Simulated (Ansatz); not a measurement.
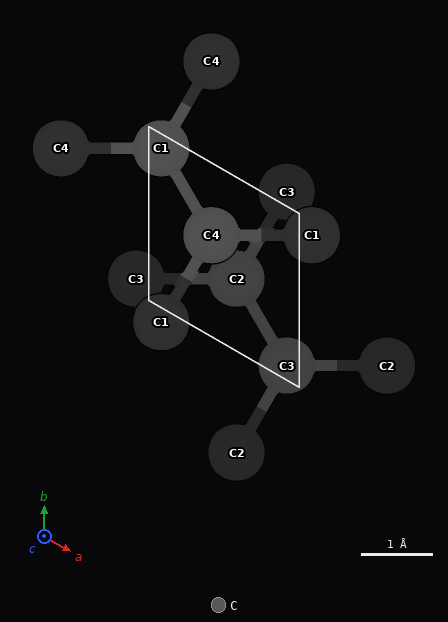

Fig. 1: The structure as given in the input (ball-and-stick view of the cell of the calculation, along the c axis; neighbours outside the cell are drawn fainter; atoms are numbered from 1 in the order of the input). An atom can appear more than once, as a periodic image.

## C: a failed or faulty run and its cure

System: C (Cmme, 4 atoms in the cell).
Method of run A: DFT LDA, scalar-relativistic, plane waves, PAW (Ansatz 0.2.0).

The structure derives from a Materials Project entry. Text and figures count atoms from 1; the logs count them from 0 in places.

**The input, run A**
```yaml
crystal:
  lattice:
    - [1.22804797, -2.12706182, 0.0]
    - [1.22804797, 2.12706182, 0.0]
    - [0.0, 0.0, 7.17326776]
  atoms:
    - { symbol: C, position: [0.08337946, 0.91662054, 0.7531376] }
    - { symbol: C, position: [0.58337946, 0.41662054, 0.2468624] }
    - { symbol: C, position: [0.91662054, 0.08337946, 0.2468624] }
    - { symbol: C, position: [0.41662054, 0.58337946, 0.7531376] }
basis:
  ecutwfc: 420
kpoints:
  mp_grid: { grid: [18, 18, 6] }
  mesh: [4, 4, 4]
hamiltonian:
  xc: lda
scf:
  occupations: { method: gaussian, width: 0.1 }
output:
  forces: true
  stress: true
  eigenvalues: true
```

Launched with:
```bash
ansatz run input.yaml --threads 1 --pin off --max-ram 2560MiB --backend cpu --events-out ev --progress --plain --runs-dir out
```

Hardware: 1 thread of AMD EPYC (Zen 3), 189 GiB of memory available, shared host.

**Output (run A)**
```
Error: YAML parse error: error: line 15 column 3: unknown field `mesh`, expected one of mp_grid, list, band_path, initial_grid, further_shifts
  --> <input>:15:3
   |
13 | kpoints:
14 |   mp_grid: { grid: [18, 18, 6] }
15 |   mesh: [4, 4, 4]
   |   ^ unknown field `mesh`, expected one of mp_grid, list, band_path, initial_grid, further_shifts
16 | hamiltonian:
17 |   xc: lda
   |
```

### What should be changed in this input?

The program refused the input: “YAML parse error: error: line 15 column 3: unknown field `mesh`, expected one of mp_grid, list, band_path, initial_grid, further_shifts --> <input>:15:3 | 13 | kpoints: 14 | mp_grid: { grid: [18, 18, 6] } 15 | mesh: [4, 4, 4] | ^ unknown field `mesh`, expected one of mp_grid, list, band_path, initial_grid, …”

A run of the same system that converges differs from this input as follows (lines with − go, lines with + come):
```diff
-  mesh: [4, 4, 4]
+  algorithm: direct_min
```

**Output, shortened to warnings, some set-up lines, iterations and results (run B)**
```
Basis set: ecut = 420 eV, 713 PW (Γ)
Symmetry: 8 space group operations
k-points: 364 of 1944
Initial density: superposition of atomic densities (neutral atoms: chi_scale 0, normalization atom), corrected by the library's trained network
[...]
SCF iter   1: F=—  HF=-971.912653 eV  |F-HF|=—  |Δ(HF+E_count)|=         —  Δρ=6.13e-3  dr2=4.70e-3  ethr=1.77e-3  ⟨swp⟩=9.2  Hψ=22667  notcnv=0
SCF iter   2: F=—  HF=-971.911546 eV  |F-HF|=—  |Δ(HF+E_count)|=   1.11e-3  Δρ=6.56e-4  dr2=1.52e-4  ethr=8.93e-7  ⟨swp⟩=3.0  Hψ=16933  notcnv=0  defer=7
SCF iter   3: F=—  HF=-971.911474 eV  |F-HF|=—  |Δ(HF+E_count)|=   7.21e-5  Δρ=7.28e-5  dr2=1.64e-6  ethr=8.93e-7  ⟨swp⟩=2.2  Hψ=7428  notcnv=0  defer=3
SCF iter   4: F=-971.911473 eV  HF=-971.911473 eV  |F-HF|=5.24e-9  |Δ(HF+E_count)|=   4.10e-7  Δρ=8.15e-6  dr2=1.00e-8  ethr=1.02e-8  ⟨swp⟩=3.0  Hψ=9788  notcnv=0  defer=4
SCF 1 converged in 4 iterations: F = -971.911473 eV  dr2 = 1.00e-8
  Residual-converged pass: ⟨swp⟩=3.7  Hψ=10956  notcnv=0  max |occ|·‖R‖ = 6.7e-6 eV (tolerance 6.7e-6 eV)  dr2=1.01e-8  dr2_onsite=1.50e-10  max |Δocc| = 2.6e-9
SCF converged after 4 iterations
Stability not checked: this state was not tested for a lower state beside it, because a direct minimisation reached the state, and no test of it is asked (direct_minimisation; see scf.lower_state_search)
Free energy (F): -971.911473 eV
Harris-Foulkes:  -971.911473 eV  (|F-HF|=5.24e-9)
Internal energy: -971.911079 eV  (E = F + TS)
E sigma→0 (E₀):  -971.911276 eV
Entropy (-TS):   -0.000394 eV (-0.098 meV/atom)
Fermi energy:    6.051240 eV
--- Per-component energies (eV) ---
  E_band       = -48.567380
  E_kinetic    = 364.313740
  E_local      = -691.602863  (includes V_loc(G=0)·N_el)
  E_nonlocal   = 113.845514
  E_hartree    = 216.017965
  E_xc         = -190.114431
  E_vxc        = -236.360657  (∫ρ·V_xc dr)
  E_paw        = -367.668985  (= ΣΔE_a)
  E_vpaw       = -30.797632  (= ΣTr[D̂ρ^β])
  E_aug_tail   = 0.000035  (compensation charges beyond the density's cutoff)
  E_ewald      = -416.953384
  E_core_change = 0.251330  (= ΣΔE_core)
  E_smearing   = -0.000394  (= −TS)
  E_closure    = 0.000000  (closes the sum)
  Σ components = -971.911473   (vs F -971.911473, Δ=0.00e0)
--- Forces (eV/Å), atoms counted from 1 ---
  atom   1  C      0.00000000     0.02592070    -0.00290804
  atom   2  C      0.00000000     0.02592070     0.00290804
  atom   3  C     -0.00000000    -0.02592070     0.00290804
  atom   4  C     -0.00000000    -0.02592070    -0.00290804
  max |Σ_I F_I| component: 3.33e-16 eV/Å
--- Stress (GPa, compression-positive) ---
       -5.255995      -0.000000       0.000000
       -0.000000      -5.415760      -0.000000
        0.000000      -0.000000      -1.103708
  P = ⅓ Tr σ = -3.9252 GPa (-39.252 kbar)
```

**The two runs side by side**

| quantity | run A | run B |
| --- | --- | --- |
| outcome | refused | converged |
| free energy per atom (eV) | – | −242.9779 |
| gap on the mesh (eV) | – | 0.02 |
| pressure (GPa) | – | −3.93 |
| volume per atom (Å³) | – | 9.37 |
| largest force (eV/Å) | – | 0.026 |
| irreducible k-points | – | 364 |
| plane waves at Γ | – | 713 |
